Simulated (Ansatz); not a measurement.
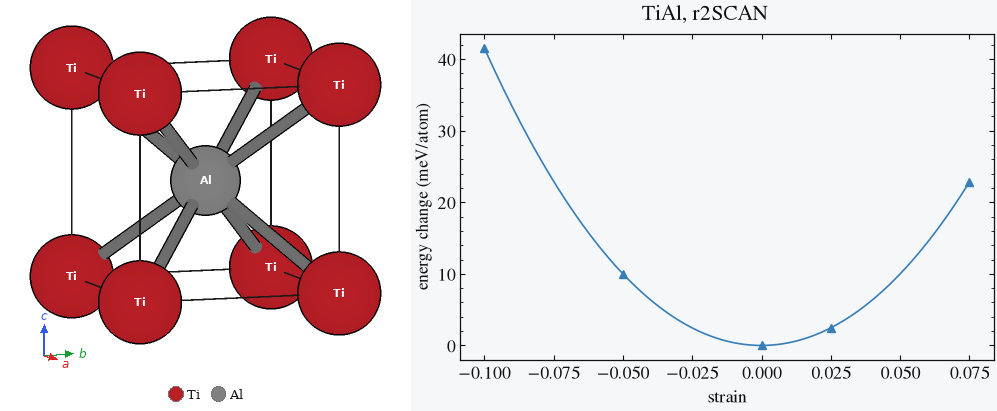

The figure shows the energy change against strain for TiAl, space group Pm-3m (No. 221). The cell is drawn beside the plot.

The given structure:
```
CELL_PARAMETERS angstrom
3.17135 0.00000 0.00000
0.00000 3.17135 0.00000
0.00000 0.00000 3.17135
ATOMIC_POSITIONS crystal
Ti 0.00000 0.00000 0.00000
Al 0.50000 0.50000 0.50000
```

Calculation (Ansatz 0.2.0): homogeneous strain of a crystal along one Voigt pattern with engineering shear, fractional coordinates fixed, by plane-wave density functional theory with PAW datasets, free energies less that of the undisturbed cell; scalar-relativistic. Level: r2SCAN, no spin polarisation.

- wave cutoff: 500 eV
- k mesh: 20×20×20
- occupations: Gaussian
- smearing width: 0.15 eV
- k shift: (0, 0, 0) (mesh steps)
- start: relaxed
- strain pattern: (0, 0, 0, 0, 0, 1) (xx yy zz yz xz xy with engineering shear)

Question: Is the starting structure at a minimum along this coordinate?

Answer: Yes: the energy rises on both sides of the starting structure, which is therefore a minimum along this path.
